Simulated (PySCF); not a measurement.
## What a change does: single-point calculation on InP

System: InP (2 atoms in the cell).
Method of the first run: Kohn-Sham DFT of a periodic cell in Gaussian orbitals, LDA, DZVP-MOLOPT-SR/GTH-PBE, no spin polarisation (PySCF 2.14.0).

The structure derives from an entry of the Crystallography Open Database. Text and figures count atoms from 1; the logs count them from 0 in places.

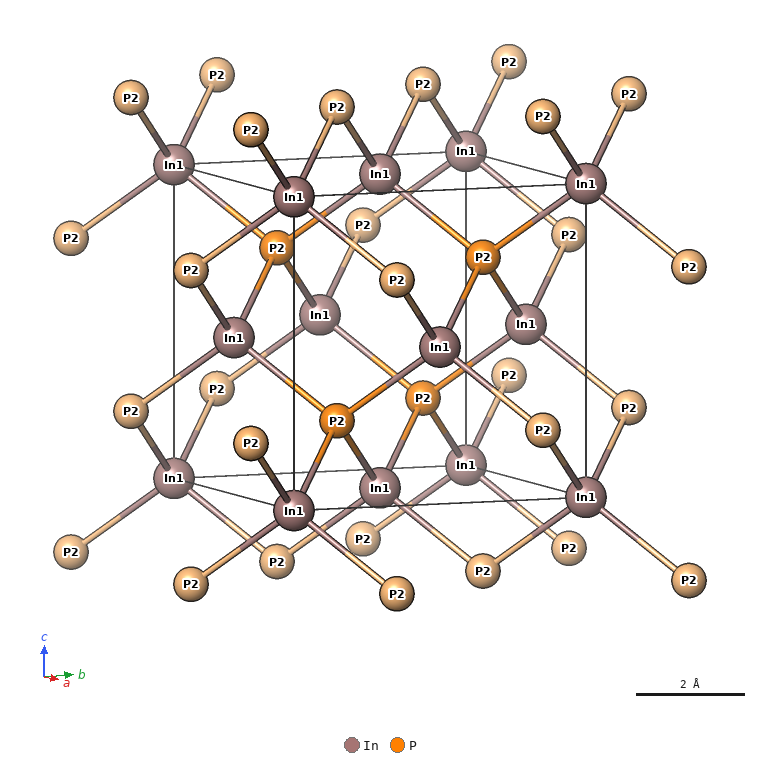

**Figure 1.** The input geometry (ball-and-stick view of the cell 4 times as large as that of the calculation, set on its symmetry axes, seen slightly off an axis; neighbours outside the cell are drawn fainter; atoms are numbered from 1 in the order of the input). An atom can appear more than once, as a periodic image. Near neighbours in the periodic cell (some may lie outside the picture): In has 4 P at 2.54 Å; P has 4 In at 2.54 Å.

### Input, the first run
```python
import json
import numpy as np
from pyscf.pbc import gto, scf, dft, df
from pyscf.pbc.tools import pyscf_ase
from ase.spacegroup import crystal

atoms = crystal(['In', 'P'], [[0.0, 0.0, 0.0], [0.25, 0.25, 0.25]],
                spacegroup=216, setting=1, cellpar=[5.861, 5.861, 5.861, 90.0, 90.0, 90.0], primitive_cell=True)  # F-43m: In 4a, P 4c
cell = pyscf_ase.cell_from_ase(atoms)
cell.basis = {'In': 'DZVP-MOLOPT-SR-GTH-q13', 'P': 'DZVP-MOLOPT-SR-GTH-q5'}
cell.pseudo = {'In': 'GTH-PBE-q13', 'P': 'GTH-PBE-q5'}
cell.ke_cutoff = 93  # hartree
cell.exp_to_discard = 0.02
cell.precision = 1e-08
cell.max_memory = 5880  # MB
cell.verbose = 4
cell.build()

res = {}
kpts = cell.make_kpts([3, 3, 3])
mf = dft.KRKS(cell, kpts, xc='LDA_X,LDA_C_PW')
mf = mf.multigrid_numint()
mf = mf.smearing(sigma=0.00183747, method='fermi')  # hartree
mf.conv_tol = 1e-07
mf.max_cycle = 60

atoms.calc = pyscf_ase.PySCF(method=mf)
print('ASE energy = %.8f eV' % atoms.get_potential_energy())
mf = atoms.calc.method_scan
res.update(converged=bool(mf.converged), e_tot=mf.e_tot, nelec=cell.nelectron, nao=cell.nao, mesh=list(map(int, cell.mesh)), a=cell.lattice_vectors().tolist(), coords=cell.atom_coords().tolist(),
           mo_energy=[np.real(x).tolist() for x in mf.mo_energy], mo_occ=[np.real(x).tolist() for x in mf.mo_occ])
res.update(e_free=mf.e_free, e_zero=mf.e_zero)
res.update(kpts=cell.get_scaled_kpts(kpts).tolist())
res['parts'] = {k: float(np.real(v)) for k, v in mf.scf_summary.items() if np.isscalar(v)}
json.dump(res, open('results.json', 'w'))
if not mf.converged:
    raise SystemExit('SCF not converged')

print('levels (eV)')
for i, kp in enumerate(res['kpts'][:40]):
    print('k %7.4f %7.4f %7.4f  ' % tuple(kp), ' '.join('%.3f' % (x * 27.211386) for x in res['mo_energy'][i][:14]))

# Mulliken populations
dm, s = np.asarray(mf.make_rdm1()), np.asarray(mf.get_ovlp())
sites = cell.aoslice_by_atom()[:, 2:]
tot = np.einsum('kij,kji->i', dm, s).real / len(kpts)
res['mulliken'] = [cell.atom_charge(i) - tot[a0:a1].sum() for i, (a0, a1) in enumerate(sites)]
print('Mulliken charges', np.round(res['mulliken'], 5))
res['done'] = True
json.dump(res, open('results.json', 'w'))
```

Launched with:
```bash
OMP_NUM_THREADS=4 python -u run.py > log
```

Hardware: 4 threads of Intel Xeon @ 2.50GHz (Skylake/Cascade Lake), 189 GiB of memory available, shared host.

### Output, shortened to warnings, some set-up lines, iterations and results (the first run)
```
[...]
cycle= 1 E= -62.7644574599443  delta_E= 0.0082  |g|= 0.561  |ddm|= 12.7
cycle= 2 E= -62.7644046626009  delta_E= 5.28e-05  |g|= 0.588  |ddm|= 3.05
cycle= 3 E= -62.7698988774438  delta_E= -0.00549  |g|= 0.0994  |ddm|= 1.68
cycle= 4 E= -62.7700552845736  delta_E= -0.000156  |g|= 0.00378  |ddm|= 0.248
cycle= 5 E= -62.7700560673835  delta_E= -7.83e-07  |g|= 7.52e-05  |ddm|= 0.0106
cycle= 6 E= -62.770056057951  delta_E= 9.43e-09  |g|= 4.4e-06  |ddm|= 0.000203
    sigma = 0.00183747  Optimized mu = 0.271118508075  entropy = 0.0167156683539
nelec by numeric integration = 17.999999999996536
    Total E(T) = -62.7700560571927  Free energy = -62.7700867717319  E0 = -62.7700714144623
Extra cycle  E= -62.7700560571927  delta_E= 7.58e-10  |g|= 5.44e-06  |ddm|= 2.53e-05
converged SCF energy = -62.7700560571927
ASE energy = -1708.06022587 eV
levels (eV)
k  0.0000  0.0000  0.0000   -7.118 -7.118 -7.118 -6.958 -6.958 -4.498 7.129 7.129 7.129 7.570 10.999 10.999 10.999 17.518
k -0.0000 -0.0000  0.3333   -7.208 -7.084 -7.084 -6.950 -6.950 -3.361 2.361 6.294 6.294 8.511 11.886 11.886 13.327 17.054
k -0.0000 -0.0000  0.6667   -7.208 -7.084 -7.084 -6.950 -6.950 -3.361 2.361 6.294 6.294 8.511 11.886 11.886 13.327 17.054
k  0.0000  0.3333  0.0000   -7.208 -7.084 -7.084 -6.950 -6.950 -3.361 2.361 6.294 6.294 8.511 11.886 11.886 13.327 17.054
k  0.0000  0.3333  0.3333   -7.263 -7.037 -7.037 -6.996 -6.929 -2.975 2.489 5.111 5.111 8.887 9.830 14.736 14.736 15.139
k -0.0000  0.3333  0.6667   -7.259 -7.054 -7.035 -6.973 -6.944 -2.192 1.407 3.542 5.353 9.512 12.177 13.993 14.162 15.408
k  0.0000  0.6667  0.0000   -7.208 -7.084 -7.084 -6.950 -6.950 -3.361 2.361 6.294 6.294 8.511 11.886 11.886 13.327 17.054
k  0.0000  0.6667  0.3333   -7.259 -7.054 -7.035 -6.973 -6.944 -2.192 1.407 3.542 5.353 9.512 12.177 13.993 14.162 15.408
k  0.0000  0.6667  0.6667   -7.263 -7.037 -7.037 -6.996 -6.929 -2.975 2.489 5.111 5.111 8.887 9.830 14.736 14.736 15.139
k  0.3333  0.0000  0.0000   -7.208 -7.084 -7.084 -6.950 -6.950 -3.361 2.361 6.294 6.294 8.511 11.886 11.886 13.327 17.054
k  0.3333  0.0000  0.3333   -7.263 -7.037 -7.037 -6.996 -6.929 -2.975 2.489 5.111 5.111 8.887 9.830 14.736 14.736 15.139
k  0.3333 -0.0000  0.6667   -7.259 -7.054 -7.035 -6.973 -6.944 -2.192 1.407 3.542 5.353 9.512 12.177 13.993 14.162 15.408
k  0.3333  0.3333  0.0000   -7.263 -7.037 -7.037 -6.996 -6.929 -2.975 2.489 5.111 5.111 8.887 9.830 14.736 14.736 15.139
k  0.3333  0.3333  0.3333   -7.208 -7.084 -7.084 -6.950 -6.950 -3.361 2.361 6.294 6.294 8.511 11.886 11.886 13.327 17.054
k  0.3333  0.3333  0.6667   -7.259 -7.054 -7.035 -6.973 -6.944 -2.192 1.407 3.542 5.353 9.512 12.177 13.993 14.162 15.408
k  0.3333  0.6667  0.0000   -7.259 -7.054 -7.035 -6.973 -6.944 -2.192 1.407 3.542 5.353 9.512 12.177 13.993 14.162 15.408
k  0.3333  0.6667  0.3333   -7.259 -7.054 -7.035 -6.973 -6.944 -2.192 1.407 3.542 5.353 9.512 12.177 13.993 14.162 15.408
k  0.3333  0.6667  0.6667   -7.259 -7.054 -7.035 -6.973 -6.944 -2.192 1.407 3.542 5.353 9.512 12.177 13.993 14.162 15.408
k  0.6667  0.0000  0.0000   -7.208 -7.084 -7.084 -6.950 -6.950 -3.361 2.361 6.294 6.294 8.511 11.886 11.886 13.327 17.054
[...]
```

The input of the second run differs as follows (lines with − go, lines with + come):
```diff
-mf = dft.KRKS(cell, kpts, xc='LDA_X,LDA_C_PW')
+mf = dft.KRKS(cell, kpts, xc='pbesol')
```

How does the second run compare with the first run?

The total energies belong to different methods, so their difference says nothing on which is more stable or more accurate. The gap on the mesh goes from 0.44 to 0.54 eV. The functional changes from LDA_X,LDA_C_PW to PBEsol. The number of SCF iterations is the same.

### Output, shortened to warnings, some set-up lines, iterations and results (the second run)
```
[...]
cycle= 1 E= -62.7910448625162  delta_E= 0.00664  |g|= 0.554  |ddm|= 12.6
cycle= 2 E= -62.7902456870726  delta_E= 0.000799  |g|= 0.624  |ddm|= 2.97
cycle= 3 E= -62.7962748719271  delta_E= -0.00603  |g|= 0.0822  |ddm|= 1.67
cycle= 4 E= -62.7963892709514  delta_E= -0.000114  |g|= 0.00199  |ddm|= 0.204
cycle= 5 E= -62.7963895021463  delta_E= -2.31e-07  |g|= 9.97e-05  |ddm|= 0.00691
cycle= 6 E= -62.7963894991312  delta_E= 3.02e-09  |g|= 3.58e-06  |ddm|= 0.000232
    sigma = 0.00183747  Optimized mu = 0.275523972695  entropy = 0.00737077002341
nelec by numeric integration = 17.999999999997037
    Total E(T) = -62.7963894990008  Free energy = -62.7964030425696  E0 = -62.7963962707852
Extra cycle  E= -62.7963894990008  delta_E= 1.3e-10  |g|= 3.79e-06  |ddm|= 2.79e-05
converged SCF energy = -62.7963894990008
ASE energy = -1708.77679532 eV
levels (eV)
k  0.0000  0.0000  0.0000   -7.091 -7.091 -7.091 -6.936 -6.936 -4.393 7.200 7.200 7.200 7.740 11.150 11.150 11.150 17.595
k -0.0000 -0.0000  0.3333   -7.178 -7.058 -7.058 -6.929 -6.929 -3.267 2.485 6.378 6.378 8.674 12.023 12.023 13.467 17.153
k -0.0000 -0.0000  0.6667   -7.178 -7.058 -7.058 -6.929 -6.929 -3.267 2.485 6.378 6.378 8.674 12.023 12.023 13.467 17.153
k  0.0000  0.3333  0.0000   -7.178 -7.058 -7.058 -6.929 -6.929 -3.267 2.485 6.378 6.378 8.674 12.023 12.023 13.467 17.153
k  0.0000  0.3333  0.3333   -7.233 -7.011 -7.011 -6.974 -6.908 -2.884 2.615 5.208 5.208 9.045 9.967 14.874 14.874 15.273
k -0.0000  0.3333  0.6667   -7.229 -7.028 -7.009 -6.950 -6.923 -2.116 1.548 3.657 5.448 9.661 12.297 14.124 14.305 15.574
k  0.0000  0.6667  0.0000   -7.178 -7.058 -7.058 -6.929 -6.929 -3.267 2.485 6.378 6.378 8.674 12.023 12.023 13.467 17.153
k  0.0000  0.6667  0.3333   -7.229 -7.028 -7.009 -6.950 -6.923 -2.116 1.548 3.657 5.448 9.661 12.297 14.124 14.305 15.574
k  0.0000  0.6667  0.6667   -7.233 -7.011 -7.011 -6.974 -6.908 -2.884 2.615 5.208 5.208 9.045 9.967 14.874 14.874 15.273
k  0.3333  0.0000  0.0000   -7.178 -7.058 -7.058 -6.929 -6.929 -3.267 2.485 6.378 6.378 8.674 12.023 12.023 13.467 17.153
k  0.3333  0.0000  0.3333   -7.233 -7.011 -7.011 -6.974 -6.908 -2.884 2.615 5.208 5.208 9.045 9.967 14.874 14.874 15.273
k  0.3333 -0.0000  0.6667   -7.229 -7.028 -7.009 -6.950 -6.923 -2.116 1.548 3.657 5.448 9.661 12.297 14.124 14.305 15.574
k  0.3333  0.3333  0.0000   -7.233 -7.011 -7.011 -6.974 -6.908 -2.884 2.615 5.208 5.208 9.045 9.967 14.874 14.874 15.273
k  0.3333  0.3333  0.3333   -7.179 -7.058 -7.058 -6.929 -6.929 -3.267 2.485 6.378 6.378 8.674 12.023 12.023 13.467 17.154
k  0.3333  0.3333  0.6667   -7.229 -7.028 -7.009 -6.950 -6.923 -2.116 1.548 3.657 5.448 9.661 12.297 14.124 14.305 15.574
k  0.3333  0.6667  0.0000   -7.229 -7.028 -7.009 -6.950 -6.923 -2.116 1.548 3.657 5.448 9.661 12.297 14.124 14.305 15.574
k  0.3333  0.6667  0.3333   -7.229 -7.028 -7.009 -6.950 -6.923 -2.116 1.548 3.657 5.448 9.661 12.297 14.124 14.305 15.574
k  0.3333  0.6667  0.6667   -7.229 -7.028 -7.009 -6.950 -6.923 -2.116 1.548 3.657 5.448 9.661 12.297 14.124 14.305 15.574
k  0.6667  0.0000  0.0000   -7.178 -7.058 -7.058 -6.929 -6.929 -3.267 2.485 6.378 6.378 8.674 12.023 12.023 13.467 17.153
[...]
```

### The two runs side by side

| quantity | the first run | the second run |
| --- | --- | --- |
| outcome | converged | converged |
| free energy per atom (eV) | −854.0305 | −854.3886 |
| energy per atom, smearing taken to zero (eV) | −854.0303 | −854.3885 |
| gap on the mesh (eV) | 0.44 | 0.54 |
| SCF iterations | 6 | 6 |
| irreducible k-points | 27 | 27 |
| basis functions | 38 | 38 |
| wall time (shared host) | 5.8 min | 5.9 min |
